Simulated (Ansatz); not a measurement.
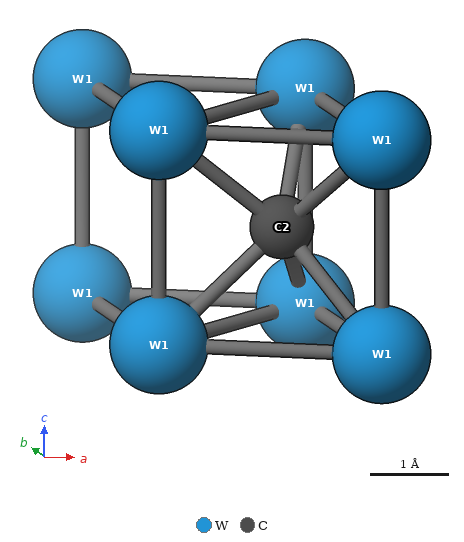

Figure 1. The input geometry of run 1 (ball-and-stick view of the cell of the calculation, seen slightly off an axis; atoms are numbered from 1 in the order of the input). Near neighbours in the crystal (not all of them lie inside the picture): W has 6 C at 2.20 Å and 8 W at 2.84 to 2.91 Å; C has 6 W at 2.20 Å.

**Two runs on WC**

System: WC (2 atoms in the cell).
Method of run 1: Kohn-Sham DFT of a periodic cell, PBE with D4, all-electron LAPW, scalar-relativistic, no spin polarisation (Ansatz 0.2.0).

The structure derives from an entry of the Crystallography Open Database. Text and figures count atoms from 1; the logs count them from 0 in places.

**Input file, run 1**
```yaml
crystal:
  lattice:
    - [2.9065, 0.0, 0.0]
    - [-1.45325, 2.5171028361, 0.0]
    - [0.0, 0.0, 2.8366]
  atoms:
    - { symbol: W, position: [0.0, 0.0, 0.0] }
    - { symbol: C, position: [0.6666666667, 0.3333333333, 0.5] }
kpoints:
  mp_grid: { grid: [10, 10, 9] }
scf:
  occupations: { method: fermi_dirac, width: 0.05 }
hamiltonian:
  xc: pbe
  dispersion: d4
  pseudopotentials: { kind: all_electron, lapw: { basis_error: 0.001 } }
output:
  forces: true
  stress: true
relax:
  f_tol: 0.005
  max_steps: 60
  cell: {}
```

Launched with:
```bash
ansatz run input.yaml --threads 1 --pin off --max-ram 3072MiB --backend cpu --events-out ev --progress --plain --runs-dir out
```

Hardware: 1 thread of Arm Neoverse V1, 24 GiB of memory available, shared host.

**Output, shortened to warnings, some set-up lines, iterations and results (run 1)**
```
Basis set: ecut = 358.3723015260943 eV, 315 PW (Γ), exchange–correlation at level 2
Symmetry: 12 space group operations
k-points: 70 of 900 (time reversal used)
Initial density: superposition of atomic densities (chi_scale 0.1, normalization cell, long waves kept (reshape's long-wave potential 0.00 eV rms))
[...]
SCF iter   1: F=—  HF=-440241.881799 eV  |F-HF|=—  |Δ(HF+E_count)|=         —  Δρ=1.29e-1  dr2=4.29e0  ethr=8.59e-3  ⟨swp⟩=2.0  Hψ=12954  notcnv=0
SCF iter   2: F=—  HF=-440241.224699 eV  |F-HF|=—  |Δ(HF+E_count)|=   6.57e-1  Δρ=9.01e-2  dr2=2.16e0  ethr=8.59e-3  ⟨swp⟩=3.0  Hψ=6551  notcnv=0
SCF iter   3: F=—  HF=-440240.352476 eV  |F-HF|=—  |Δ(HF+E_count)|=   8.72e-1  Δρ=1.61e-2  dr2=3.40e-2  ethr=6.79e-5  ⟨swp⟩=2.0  Hψ=10653  notcnv=0
SCF iter   4: F=—  HF=-440240.352370 eV  |F-HF|=—  |Δ(HF+E_count)|=         —  Δρ=3.25e-3  dr2=1.65e-3  ethr=6.79e-5  ⟨swp⟩=2.0  Hψ=6229  notcnv=0
SCF iter   5: F=—  HF=-440240.350457 eV  |F-HF|=—  |Δ(HF+E_count)|=   1.91e-3  Δρ=1.43e-3  dr2=5.40e-4  ethr=3.29e-6  ⟨swp⟩=2.0  Hψ=6026  notcnv=0
[... 22 lines ...]
relax step   4: F+E_penalty+E_count = -440240.35034436 eV  Δ(F+E_penalty+E_count) = -8.839e-6 eV  max|allowed force component| = 4.626e-17 eV/Å  Δτ_max = 0.0000 Å  P = -0.037 …
SCF iter   1: F=—  HF=-440240.350346 eV  |F-HF|=—  |Δ(HF+E_count)|=         —  Δρ=1.41e-5  dr2=5.47e-8  ethr=1.15e-10  ⟨swp⟩=4.8  Hψ=10981  notcnv=0
SCF iter   2: F=-440240.350347 eV  HF=-440240.350347 eV  |F-HF|=5.69e-8  |Δ(HF+E_count)|=   1.39e-7  Δρ=1.23e-5  dr2=3.79e-8  ethr=1.09e-10  ⟨swp⟩=3.0  Hψ=6375  notcnv=0
SCF 5 converged in 2 iterations: F = -440240.350347 eV  dr2 = 3.79e-8
relax step   5: F+E_penalty+E_count = -440240.35034654 eV  Δ(F+E_penalty+E_count) = -2.178e-6 eV  max|allowed force component| = 2.776e-17 eV/Å  Δτ_max = 0.0000 Å  P = -0.032 …
basis re-selected at this cell: Δ(F+E_penalty+E_count) = -2.178e-6 eV, ΔP = +0.005 GPa vs the last step (what re-selecting the basis moved, after the strain that the cell walked since its last selection, with what the two solves' SCF thresholds leave and, on support functions, any second-order …
SCF converged after 2 iterations
Free energy (F): -440240.350347 eV
Harris-Foulkes:  -440240.350347 eV  (|F-HF|=5.69e-8)
Internal energy: -440240.348476 eV  (E = F + TS)
E sigma→0 (E₀):  -440240.349411 eV
Entropy (-TS):   -0.001870 eV (-0.935 meV/atom)
Fermi energy:    25.747978 eV
--- Per-component energies (eV) ---
  E_band       = -4901.942611
  E_kinetic    = 492919.774389
  E_xc         = -8981.356937
  E_electrostatic = -924177.788252  (all electrons and nuclei)
  E_disp       = -0.977676  (pairwise vdW)
  E_smearing   = -0.001870  (= −TS)
  E_closure    = 0.000000  (closes the sum)
  E_atoms      = -440218.421447  (free atoms, spherical and without spin; not in F)
  Σ components = -440240.350347   (vs F -440240.350347, Δ=0.00e0)
  Basis errors (estimates in eV, not in F): energy 3.8e-4 per atom: plane waves 3.4e-4 (1.9e-4 summed), levels above the bands 2.0e-58, relativity 4.9e-8, radial functions 4.3e-5, core shells 3.7e-7; eigenvalues (radial functions only) 1.2e-6; not estimated: angular momenta, meshes, grids; target …
--- Forces (eV/Å), atoms counted from 1 ---
  atom   1  W     -0.00000000     0.00000000     0.00000000
  atom   2  C      0.00000000     0.00000000    -0.00000000
  max |Σ_I F_I| component: 1.30e-16 eV/Å
--- Stress (GPa, compression-positive) ---
       -0.042095       0.000000      -0.000000
        0.000000      -0.042095       0.000000
       -0.000000       0.000000      -0.012117
  P = ⅓ Tr σ = -0.0321 GPa (-0.321 kbar)
--- Relaxed structure (4 steps of the walk, 4 accepted, 1 SCFs on fresh bases) ---
  F+E_penalty+E_count = -440240.35034654 eV   max|allowed force component| = 2.776e-17 eV/Å   (the final SCF, on the basis selected at the relaxed cell)
  cell:  # Å, volume = 20.6890 Å³
    - [2.904415813104844, -2.3139122789633643e-19, 0.0]
    - [-1.452207906552422, 2.515297877302031, 2.940133604795593e-35]
    - [-6.626652565602786e-35, 3.3133262828013924e-35, 2.8319855094534807]
  atoms:
    - { symbol: W, position: [-3.700743415524894e-17, 8.288990328469977e-35, -2.5737787947340145e-85] }
[...]
```

The input of run 2 differs as follows (lines with − go, lines with + come):
```diff
-  xc: pbe
-  dispersion: d4
+  xc: blyp
+  dispersion: d3bj
-  f_tol: 0.005
+  f_tol: 0.02
```

How does run 2 compare with run 1?

The total energies belong to different models, so their difference says nothing on which is more stable or more accurate. The volume per atom goes from 10.34 to 10.42 Å³. The functional changes from PBE to BLYP. The SCF takes 21 iterations over all geometry steps against 22.

**Output, shortened to warnings, some set-up lines, iterations and results (run 2)**
```
Basis set: ecut = 359.22143170010463 eV, 315 PW (Γ), exchange–correlation at level 2
Symmetry: 12 space group operations
k-points: 70 of 900 (time reversal used)
Initial density: superposition of atomic densities (chi_scale 0.1, normalization cell, long waves kept (reshape's long-wave potential 0.00 eV rms))
[...]
SCF iter   1: F=—  HF=-440267.960216 eV  |F-HF|=—  |Δ(HF+E_count)|=         —  Δρ=1.41e-1  dr2=5.13e0  ethr=1.03e-2  ⟨swp⟩=2.0  Hψ=12976  notcnv=0
SCF iter   2: F=—  HF=-440266.259365 eV  |F-HF|=—  |Δ(HF+E_count)|=    1.70e0  Δρ=2.97e-2  dr2=1.86e-1  ethr=3.72e-4  ⟨swp⟩=2.0  Hψ=10635  notcnv=0
SCF iter   3: F=—  HF=-440266.241550 eV  |F-HF|=—  |Δ(HF+E_count)|=   1.78e-2  Δρ=1.32e-2  dr2=1.60e-2  ethr=3.72e-4  ⟨swp⟩=3.0  Hψ=6553  notcnv=0
SCF iter   4: F=—  HF=-440266.251072 eV  |F-HF|=—  |Δ(HF+E_count)|=   9.52e-3  Δρ=4.68e-3  dr2=2.10e-3  ethr=3.19e-5  ⟨swp⟩=3.0  Hψ=6655  notcnv=0
SCF iter   5: F=—  HF=-440266.247566 eV  |F-HF|=—  |Δ(HF+E_count)|=   3.51e-3  Δρ=2.14e-3  dr2=6.10e-4  ethr=4.20e-6  ⟨swp⟩=3.0  Hψ=6388  notcnv=0
[... 21 lines ...]
relax step   4: F+E_penalty+E_count = -440266.24809650 eV  Δ(F+E_penalty+E_count) = -5.889e-7 eV  max|allowed force component| = 7.401e-17 eV/Å  Δτ_max = 0.0000 Å  P = +0.002 …
SCF iter   1: F=—  HF=-440266.248097 eV  |F-HF|=—  |Δ(HF+E_count)|=         —  Δρ=1.57e-5  dr2=2.69e-8  ethr=4.90e-11  ⟨swp⟩=5.1  Hψ=11471  notcnv=0  reapply=3
SCF iter   2: F=-440266.248096 eV  HF=-440266.248096 eV  |F-HF|=4.95e-9  |Δ(HF+E_count)|=   5.45e-7  Δρ=7.75e-6  dr2=6.44e-9  ethr=4.90e-11  ⟨swp⟩=3.0  Hψ=6362  notcnv=0
SCF 5 converged in 2 iterations: F = -440266.248096 eV  dr2 = 6.44e-9
relax step   5: F+E_penalty+E_count = -440266.24809599 eV  Δ(F+E_penalty+E_count) = +5.062e-7 eV  max|allowed force component| = 1.850e-17 eV/Å  Δτ_max = 0.0000 Å  P = +0.003 …
basis re-selected at this cell: Δ(F+E_penalty+E_count) = +5.062e-7 eV, ΔP = +0.001 GPa vs the last step (what re-selecting the basis moved, after the strain that the cell walked since its last selection, with what the two solves' SCF thresholds leave and, on support functions, any second-order …
SCF converged after 2 iterations
Free energy (F): -440266.248096 eV
Harris-Foulkes:  -440266.248096 eV  (|F-HF|=4.95e-9)
Internal energy: -440266.245958 eV  (E = F + TS)
E sigma→0 (E₀):  -440266.247027 eV
Entropy (-TS):   -0.002138 eV (-1.069 meV/atom)
Fermi energy:    26.018921 eV
--- Per-component energies (eV) ---
  E_band       = -4887.257293
  E_kinetic    = 492973.541431
  E_xc         = -9006.745690
  E_electrostatic = -924230.900514  (all electrons and nuclei)
  E_disp       = -2.141185  (pairwise vdW)
  E_smearing   = -0.002138  (= −TS)
  E_closure    = 0.000000  (closes the sum)
  E_atoms      = -440245.649070  (free atoms, spherical and without spin; not in F)
  Σ components = -440266.248096   (vs F -440266.248096, Δ=0.00e0)
  Basis errors (estimates in eV, not in F): energy 4.1e-4 per atom: plane waves 3.7e-4 (2.1e-4 summed), levels above the bands 3.5e-59, relativity 1.0e-7, radial functions 3.6e-5, core shells 3.6e-7; eigenvalues (radial functions only) 1.3e-6; not estimated: angular momenta, meshes, grids; target …
--- Forces (eV/Å), atoms counted from 1 ---
  atom   1  W      0.00000000     0.00000000    -0.00000000
  atom   2  C      0.00000000     0.00000000     0.00000000
  max |Σ_I F_I| component: 1.48e-16 eV/Å
--- Stress (GPa, compression-positive) ---
        0.000345       0.000000       0.000000
        0.000000       0.000345       0.000000
        0.000000       0.000000       0.007910
  P = ⅓ Tr σ = 0.0029 GPa (0.029 kbar)
--- Relaxed structure (4 steps of the walk, 3 accepted, 1 SCFs on fresh bases) ---
  F+E_penalty+E_count = -440266.24809599 eV   max|allowed force component| = 1.850e-17 eV/Å   (the final SCF, on the basis selected at the relaxed cell)
  cell:  # Å, volume = 20.8327 Å³
    - [2.911354438115016, 5.389508966570094e-19, 1.3579895425457605e-34]
    - [-1.455677219057508, 2.521306902828174, 4.970586706453571e-35]
    - [1.3253305131205572e-34, 1.3253305131205572e-34, 2.838082654634715]
  atoms:
    - { symbol: W, position: [-3.700743415524894e-17, -1.91284392195461e-35, 0.0] }
[...]
```

**The two runs side by side**

| quantity | run 1 | run 2 |
| --- | --- | --- |
| outcome | converged | converged |
| free energy per atom (eV) | −220120.1752 | −220133.1240 |
| energy per atom, smearing taken to zero (eV) | −220120.1747 | −220133.1235 |
| pressure (GPa) | −0.03 | 0.00 |
| volume per atom (Å³) | 10.34 | 10.42 |
| largest force (eV/Å) | 0.000 | 0.000 |
| SCF iterations | 22 | 21 |
| irreducible k-points | 70 | 70 |
| wall time (shared host) | 87 s | 82 s |

For both runs: Spin–orbit coupling is left out, which matters for W.
